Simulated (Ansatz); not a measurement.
# Quasi-harmonic thermodynamics of BAs (F-43m), part 3 of 3

Aim: the lattice, expansion, heat capacity and bulk modulus of BAs as it warms.

Measurements to reproduce:
- volume expansion coefficient 11.55 1e-6/K near room temperature (given in “Basic Physical Properties of Cubic Boron Arsenide (three times its linear coefficient)”, 2019, arxiv:1911.11281)
- volume expansion coefficient 10.8 1e-6/K near room temperature (given in “Thermal expansion coefficients of high thermal conducting BAs and BP materials (three times its linear coefficient)”, 2019, arxiv:1906.04101)

Ansatz 0.2.0; DFT LDA, scalar-relativistic, plane waves, PAW.

So far, principal linear expansion coefficients at 298 K (× 1e-6/K): step 6 (phonons on strained cells, cutoff 550 eV, k-mesh 12×12×12) 3.96. Also isothermal bulk modulus at 298 K (GPa): step 6 143. The relaxed cell has a = 4.732 Å (conventional setting).

### 7. Phonons on strained cells, cutoff 487.2 eV, k-mesh 20×20×20

Thermal expansion follows from how the free energy of the vibrations (and of the electrons in a metal) changes with strain, so the program makes strained cells, their phonons and a fit in one run.

The input, input.yaml:

```yaml
crystal:
  lattice:
    - [0.0, 2.3660417805, 2.3660417805]
    - [2.3660417805, 0.0, 2.3660417805]
    - [2.3660417805, 2.3660417805, 0.0]
  atoms:
    - { symbol: B, position: [0.0, 0.0, 0.0] }
    - { symbol: As, position: [0.25, 0.25, 0.25] }
kpoints:
  mp_grid: { grid: [20, 20, 20] }
hamiltonian:
  xc: lda
scf:
  occupations: { method: fixed }
output:
  eigenvalues: true
phonons:
  method: dfpt
  qmesh: [4, 4, 4]
  temperatures: { t_max: 800.0, t_step: 50 }
  thermal_expansion: {}
```

Command:

```console
> ansatz run input.yaml --threads 4 --pin off --max-ram 16384MiB --backend cpu --events-out ev --progress --plain --runs-dir out
```

Numbers of over 12 decimals in the logs are rounded to 6 here.

Output:

```text
[...]
Crystal: 2 atoms, lattice volume = 26.491 Å³
Basis set: ecut = 487.2 eV, 645 PW (Γ), exchange–correlation on 50×50×50 points (8 copies of the dense FFT grid, shifted against one another)
Bands: 13, of which v1, the nominal top of the filled ones, is band 9 counted from 1 (8 counted from 0)
Symmetry: 24 space group operations
[...]
k-points: 256 of 8000 (time reversal used)
[...]
SCF iter   1: F=—  HF=-4923.535959 eV  |F-HF|=—  |Δ(HF+E_count)|=         —  Δρ=7.25e-3  dr2=1.38e-2  ethr=1.77e-3  ⟨swp⟩=4.9  Hψ=17037  notcnv=0  defer=462
[...]
SCF iter   8: F=-4923.531092 eV  HF=-4923.531092 eV  |F-HF|=0.00e0  |Δ(HF+E_count)|=  3.64e-12  Δρ=1.20e-8  dr2=2.64e-14  ethr=1.00e-12  ⟨swp⟩=6.0  Hψ=15798  notcnv=0
SCF 1 converged in 8 iterations: F = -4923.531092 eV  dr2 = 2.64e-14
[...]
relax step   1: F+E_penalty+E_count = -4923.53109201 eV  Δ(F+E_penalty+E_count) = +0.000e0 eV  max|allowed force component| = 3.120e-16 eV/Å  Δτ_max = 0.0000 Å  (8 SCF iters, accepted)
SCF converged after 8 iterations
Free energy (F): -4923.531092 eV
[...]
Internal energy: -4923.531092 eV  (E = F + TS)
E sigma→0 (E₀):  -4923.531092 eV
Fermi energy:    11.296263 eV
[...]
--- Stress (GPa, compression-positive) ---
        0.003313       0.000000      -0.000000
        0.000000       0.003313       0.000000
        0.000000       0.000000       0.003313
  P = ⅓ Tr σ = 0.0033 GPa (0.033 kbar)
--- Band table (eV; the first three rows and the last of 256) ---
  k-point 0: bands = [... 5 lower, -4.3545, 11.2963, 11.2963, 11.2963, 14.5862, 14.5862, 14.5862, 16.3071]
  k-point 1: bands = [... 5 lower, -4.3124, 10.8689, 11.2091, 11.2091, 14.6932, 14.7001, 14.7001, 16.5243]
  k-point 2: bands = [... 5 lower, -4.1865, 9.8893, 10.9855, 10.9855, 14.7741, 14.9943, 14.9943, 17.1230]
  k-point 255: bands = [... 5 lower, 0.0817, 3.2443, 5.6261, 5.9294, 16.5055, 17.3085, 18.0686, 18.5253]
── thermal expansion: 3 new cells, 3 in all ──
thermal expansion: relaxation of cell 2
thermal expansion: relaxation of cell 3
── thermal expansion: 2 new cells, 5 in all ──
thermal expansion: relaxation of cell 4
thermal expansion: lower-state search of cell 4
thermal expansion: phonons of cell 4
thermal expansion: relaxation of cell 5
thermal expansion: phonons of cell 5
── thermal expansion: 5 new cells, 10 in all ──
thermal expansion: relaxation of cell 6
thermal expansion: relaxation of cell 7
thermal expansion: relaxation of cell 8
thermal expansion: relaxation of cell 9
thermal expansion: relaxation of cell 10
thermal expansion: phonons of cell 6
thermal expansion: phonons of cell 7
--- Relaxed structure (1 steps of the walk, 1 accepted, 0 SCFs on fresh bases) ---
  F+E_penalty+E_count = -4923.53109201 eV   max|allowed force component| = 3.120e-16 eV/Å
  atoms:
    - { symbol: B, position: [0.0, 0.0, 0.0] }
    - { symbol: As, position: [0.250000, 0.250000, 0.250000] }
--- Thermal expansion: 10 cells in 3 rounds, 0 GPa ---
  no lower state was reached at cell 4
  without vibrations: a 3.34611, b 3.34611, c 3.34611 Å, V 26.4915 Å³, B 147.07 GPa
  at 0 K: a 3.35453, b 3.35453, c 3.35453 Å, V 26.6918 Å³, B 144.27 GPa
  zero-point expansion: a +0.251, b +0.251, c +0.251, V +0.756 %
[...]
0.00    3.35453    3.35453    3.35453    26.6918 |    0.00    0.00    0.00    0.00 |    5.31 |     0.000     0.000 |   144.27   144.27
   100.00    3.35463    3.35463    3.35463    26.6943 |    0.95    0.95    0.95    2.86 |    7.53 |    12.835    12.833 |   144.16   144.18
   200.00    3.35521    3.35521    3.35521    26.7082 |    2.56    2.56    2.56    7.67 |    9.89 |    25.424    25.396 |   143.65   143.80
   298.15    3.35630    3.35630    3.35630    26.7342 |    3.97    3.97    3.97   11.90 |       - |    34.119    34.022 |   142.82   143.23
   350.00    3.35704    3.35704    3.35704    26.7519 |    4.51    4.51    4.51   13.54 |   12.76 |    37.318    37.171 |   142.31   142.87
   450.00    3.35869    3.35869    3.35869    26.7913 |    5.26    5.26    5.26   15.78 |   14.08 |    41.542    41.287 |   141.25   142.12
   550.00    3.36054    3.36054    3.36054    26.8357 |    5.74    5.74    5.74   17.22 |   15.08 |    44.153    43.784 |   140.13   141.31
   650.00    3.36253    3.36253    3.36253    26.8834 |    6.07    6.07    6.07   18.21 |   15.86 |    45.856    45.371 |   138.98   140.46
   750.00    3.36461    3.36461    3.36461    26.9334 |    6.31    6.31    6.31   18.94 |   16.49 |    47.030    46.428 |   137.81   139.59
   800.00    3.36569    3.36569    3.36569    26.9591 |    6.41    6.41    6.41   19.24 |   16.77 |    47.487    46.827 |   137.22   139.15
[...]
vibrations' free energy: its fit passes through its cells
  the electrons' free energy at temperature is not in it: every band gap is over 0.83 eV
  free energies summed between the sampled wave vectors
[...]
the FFT grids of the static calculations differ: 24 × 24 × 24, 25 × 25 × 25
  band gaps on the cells' k-points are 1.078 to 1.136 eV
```

It took 49 min on 4 threads of Arm Neoverse V2, shared host; peak memory 7.3 GiB; 3.2 h of CPU time.

Numbers from this step:

| Item | Value |
| --- | --- |
| pressure | 0.003313 GPa |
| gap on the k-mesh | 1.105 eV |
| volume expansion coefficient at 298 K | 11.90 1e-6/K |
| Grüneisen parameter at 298 K | 0.8042 |
| principal linear expansion coefficients at 298 K | 3.966, 3.966, 3.966 1e-6/K |

Strained cells of the study; zero-point energy where phonons were solved; the pressures are stresses at a fixed cutoff and can carry an offset from the finite basis. Expansion cells, by row:

```tsv
cell	|a| (Å)	|b| (Å)	|c| (Å)	V (Å³/atom)	E - E_lowest (meV/atom)	pressure, compression positive (GPa)	gap (eV)	zero-point energy (meV/atom)
1	3.346	3.346	3.346	13.25	0	-0.017	1.105	-
2	3.373	3.373	3.373	13.57	3.411	-3.366	1.126	-
3	3.32	3.32	3.32	12.93	3.539	3.673	1.083	-
4	3.346	3.346	3.346	13.25	0	-0.05	1.105	82.35
5	3.363	3.363	3.363	13.45	1.383	-2.182	1.118	80.99
6	3.355	3.355	3.355	13.35	0.406	-1.207	1.112	81.62
7	3.373	3.373	3.373	13.57	3.503	-3.409	1.126	80.17
8	3.313	3.313	3.313	12.86	5.484	4.623	1.078	-
9	3.33	3.33	3.33	13.05	1.339	2.217	1.091	-
10	3.387	3.387	3.387	13.73	7.775	-4.966	1.136	-
```

Quasi-harmonic; a, b, c are the run's own cell vectors. Expansion, by row:

```tsv
T (K)	a (Å)	b (Å)	c (Å)	alpha (deg)	beta (deg)	gamma (deg)	cell volume (Å³/cell)	alpha_a (1e-6/K)	alpha_b (1e-6/K)	alpha_c (1e-6/K)	alpha_V (1e-6/K)	C_P (J/mol-atom/K)	C_V (J/mol-atom/K)	S (J/mol-atom/K)	B_T (GPa)	B_S (GPa)	Grueneisen	extrapolation	fit error (1e-6/K)
0	3.355	3.355	3.355	60	60	60	26.69	0	0	0	0	0	0	0	144.3	144.3	-	0	0
50	3.355	3.355	3.355	60	60	60	26.69	0.2	0.2	0.2	0.61	1.729	1.729	0.539	144.3	144.3	0.411	0	0
100	3.355	3.355	3.355	60	60	60	26.69	0.95	0.95	0.95	2.86	6.417	6.416	3.23	144.2	144.2	0.516	0	0
150	3.355	3.355	3.355	60	60	60	26.7	1.73	1.73	1.73	5.19	9.839	9.834	6.509	144	144	0.61	0	0
200	3.355	3.355	3.355	60	60	60	26.71	2.56	2.56	2.56	7.67	12.71	12.7	9.742	143.7	143.8	0.697	0	0.01
250	3.356	3.356	3.356	60	60	60	26.72	3.33	3.33	3.33	10	15.16	15.13	12.85	143.3	143.5	0.762	0	0.01
298.1	3.356	3.356	3.356	60	60	60	26.73	3.97	3.97	3.97	11.9	17.06	17.01	15.69	142.8	143.2	0.804	0	0.01
300	3.356	3.356	3.356	60	60	60	26.73	3.99	3.99	3.99	11.96	17.12	17.07	15.79	142.8	143.2	0.805	0	0.01
350	3.357	3.357	3.357	60	60	60	26.75	4.51	4.51	4.51	13.54	18.66	18.59	18.55	142.3	142.9	0.835	0	0.01
400	3.358	3.358	3.358	60	60	60	26.77	4.93	4.93	4.93	14.79	19.85	19.75	21.13	141.8	142.5	0.856	0	0.01
450	3.359	3.359	3.359	60	60	60	26.79	5.26	5.26	5.26	15.78	20.77	20.64	23.52	141.2	142.1	0.871	0	0.01
500	3.36	3.36	3.36	60	60	60	26.81	5.52	5.52	5.52	16.57	21.5	21.34	25.75	140.7	141.7	0.882	0	0.01
550	3.361	3.361	3.361	60	60	60	26.84	5.74	5.74	5.74	17.22	22.08	21.89	27.82	140.1	141.3	0.891	0	0.01
600	3.362	3.362	3.362	60	60	60	26.86	5.92	5.92	5.92	17.76	22.54	22.33	29.77	139.6	140.9	0.898	0	0.01
650	3.363	3.363	3.363	60	60	60	26.88	6.07	6.07	6.07	18.21	22.93	22.68	31.59	139	140.5	0.903	0	0.01
700	3.364	3.364	3.364	60	60	60	26.91	6.2	6.2	6.2	18.6	23.25	22.98	33.3	138.4	140	0.908	0	0.01
750	3.365	3.365	3.365	60	60	60	26.93	6.31	6.31	6.31	18.94	23.52	23.21	34.91	137.8	139.6	0.912	0	0.02
800	3.366	3.366	3.366	60	60	60	26.96	6.41	6.41	6.41	19.24	23.74	23.41	36.44	137.2	139.2	0.915	0	0.03
```

Table of expansion coefficient by temperature; values in 1e-6/K:

```tsv
temperature (K)	volume	principal 1
0	0	0
50	0.61	0.2
100	2.86	0.95
150	5.19	1.73
200	7.67	2.56
250	10	3.33
298	11.9	3.97
300	12.0	3.99
350	13.5	4.51
400	14.8	4.93
450	15.8	5.26
500	16.6	5.52
550	17.2	5.74
600	17.8	5.92
650	18.2	6.07
700	18.6	6.2
750	18.9	6.31
800	19.2	6.41
```

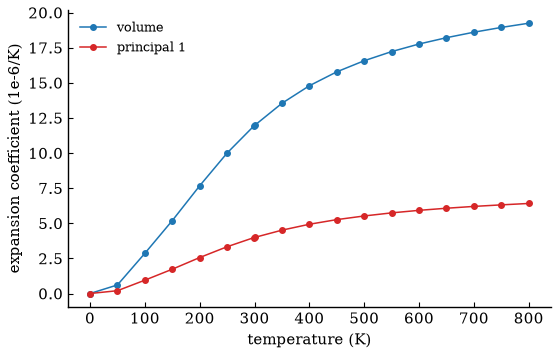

Expansion coefficient, plotted against temperature.

Changing the k-mesh (12×12×12 → 20×20×20) and the cutoff (550 → 487.2 eV) takes the volume expansion at 298 K from 11.9 to 11.9 × 10⁻⁶/K and B_T from 143 to 143 GPa.

### 8. Phonons on strained cells, cutoff 487.2 eV, q-mesh 6×6×6

The study relaxes the crystal at several strains, solves the phonons on some of them and minimises the free energy at each temperature (static energy, vibrations, the electrons in a metal, and PV under a set pressure); the q-mesh sets how far the force constants reach.

input.yaml, as its differences from that of step 7:

```diff
@@ -9,3 +9,3 @@
 kpoints:
-  mp_grid: { grid: [20, 20, 20] }
+  mp_grid: { grid: [12, 12, 12] }
 hamiltonian:
@@ -18,3 +18,3 @@
   method: dfpt
-  qmesh: [4, 4, 4]
+  qmesh: [6, 6, 6]
   temperatures: { t_max: 800.0, t_step: 50 }
```

Output:

```text
[...]
Crystal: 2 atoms, lattice volume = 26.491 Å³
Basis set: ecut = 487.2 eV, 645 PW (Γ), exchange–correlation on 50×50×50 points (8 copies of the dense FFT grid, shifted against one another)
Bands: 13, of which v1, the nominal top of the filled ones, is band 9 counted from 1 (8 counted from 0)
Symmetry: 24 space group operations
[...]
vibrations' free energy: its fit passes through its cells
  the electrons' free energy at temperature is not in it: every band gap is over 0.83 eV
  free energies summed between the sampled wave vectors
[...]
the FFT grids of the static calculations differ: 24 × 24 × 24, 25 × 25 × 25
  band gaps on the cells' k-points are 1.082 to 1.143 eV
[key lines of the parts left out:]
SCF converged after 8 iterations
Free energy (F): -4923.531027 eV
Fermi energy:    11.296306 eV
P = ⅓ Tr σ = 0.0029 GPa (0.029 kbar)
```

Elapsed: 36 min, on 4 threads; peak memory 2 GiB; 2.3 h of CPU time.

Changing the q-mesh (4×4×4 → 6×6×6) and the k-mesh (20×20×20 → 12×12×12) takes the volume expansion at 298 K from 11.9 to 12.0 × 10⁻⁶/K and B_T from 143 to 143 GPa.

### 9. Side by side

Times are for 4 threads of Arm Neoverse V2, shared host. The runs compared:

```tsv
no.	functional	cutoff (eV)	k-mesh	q-mesh	method	pressure (GPa)	volume expansion coefficient at 298 K (1e-6/K)	C_P at 298 K (J/mol-atom/K)	isothermal bulk modulus at 298 K (GPa)	time	memory (GiB)
1	lda	550	12×12×12	4×4×4	dfpt	0	11.89	17.06	142.8	13 min	2.2
2	lda	487.2	20×20×20	4×4×4	dfpt	0	11.90	17.06	142.8	49 min	7.3
3	lda	487.2	12×12×12	6×6×6	dfpt	0	11.99	17.07	142.8	36 min	2.0
```

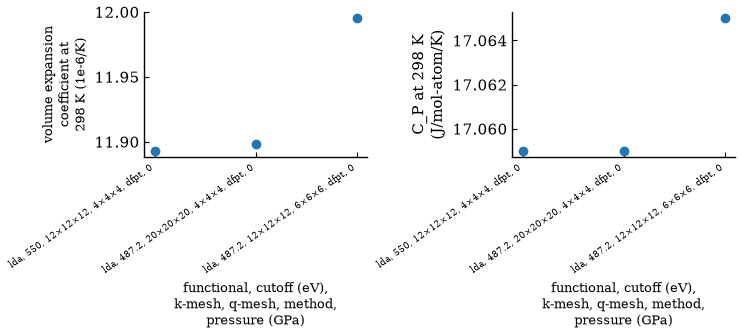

The series as plots.

The runs together, line volume. The expansion coefficient, volume by temperature; values in 1e-6/K:

```tsv
temperature (K)	lda, 550, 12×12×12, 4×4×4, dfpt, 0	lda, 487.2, 20×20×20, 4×4×4, dfpt, 0	lda, 487.2, 12×12×12, 6×6×6, dfpt, 0
0	0	0	0
50	0.61	0.61	0.63
100	2.86	2.86	2.92
150	5.18	5.19	5.26
200	7.66	7.67	7.75
250	9.99	10	10.1
298	11.9	11.9	12
300	12.0	12.0	12.1
350	13.5	13.5	13.6
400	14.8	14.8	14.9
450	15.8	15.8	15.9
500	16.6	16.6	16.7
550	17.2	17.2	17.3
600	17.8	17.8	17.9
650	18.2	18.2	18.3
700	18.6	18.6	18.7
750	18.9	18.9	19.1
800	19.2	19.2	19.4
```

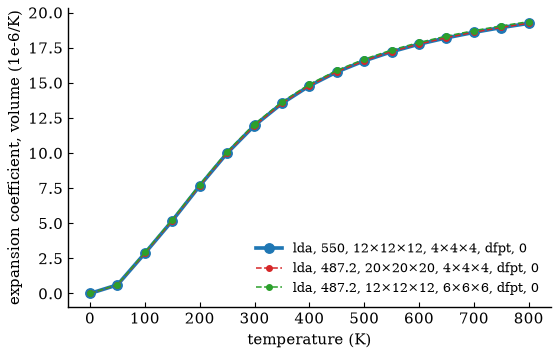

Expansion coefficient, volume, plotted against temperature.

The runs together, line C_P. Table of heat capacity, C_P by temperature; values in J/mol-atom/K:

```tsv
temperature (K)	lda, 550, 12×12×12, 4×4×4, dfpt, 0	lda, 487.2, 20×20×20, 4×4×4, dfpt, 0	lda, 487.2, 12×12×12, 6×6×6, dfpt, 0
0	0	0	0
50	1.73	1.73	1.71
100	6.42	6.42	6.41
150	9.84	9.84	9.84
200	12.7	12.7	12.7
250	15.2	15.2	15.2
298	17.1	17.1	17.1
300	17.1	17.1	17.1
350	18.7	18.7	18.7
400	19.8	19.8	19.9
450	20.8	20.8	20.8
500	21.5	21.5	21.5
550	22.1	22.1	22.1
600	22.5	22.5	22.6
650	22.9	22.9	22.9
700	23.2	23.2	23.3
750	23.5	23.5	23.5
800	23.7	23.7	23.7
```

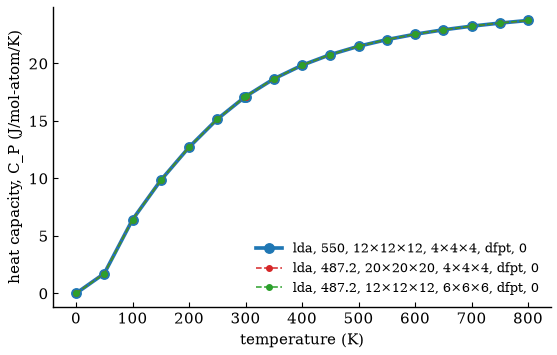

Heat capacity, C_P against temperature.

### 10. Outcome

| Item | Value |
| --- | --- |
| settings of these figures | LDA, 487.2 eV, k 12×12×12, q 6×6×6 |
| volume expansion coefficient at 298 K | 11.99 1e-6/K |
| C_P at 298 K | 17.07 J/mol-atom/K |
| entropy at 298 K | 15.66 J/mol-atom/K |
| isothermal bulk modulus at 298 K | 142.8 GPa |
| Grüneisen parameter at 298 K | 0.8105 |
| volume at 298 K | 13.37 Å³/atom |
| principal linear expansion coefficients at 298 K | 3.998, 3.998, 3.998 1e-6/K |

**Reading.** Near room temperature BAs expands by 12.0 × 10⁻⁶/K in volume by LDA, with C_P = 17.1 J/(mol K) per mole of atoms and B_T = 143 GPa. C_P at room temperature is 68 % of the classical 3R an atom, so the stiffest modes are still partly frozen out. A measured volume expansion coefficient near room temperature is 11.55 1e-6/K (arxiv:1911.11281); the calculated 12.0 1e-6/K differs by +4 %. Changing the q-mesh, k-mesh and cutoff moves the volume expansion at 298 K between 11.9 and 12.0 × 10⁻⁶/K, while the CPU time spans a factor of 3.8. The interpolation has no quadrupole term, so branches near the zone centre are less sure, since this crystal has sites that are not centres of inversion. The PAW files were made for PBE and are used here under another functional, for which the program regenerates the frozen cores.

[Logs are printed without paths, hosts, clocks, repeated set-up lines and the standing remarks that a program may print on its own settings, such as how far it seeks lower states.]

[Hosts, paths, dates, database ids (printed as entryN), source tags and the programs' standing remarks are cut or masked in the printed files.]

[A step with changed settings may run another functional than the one named; its input shows which.]
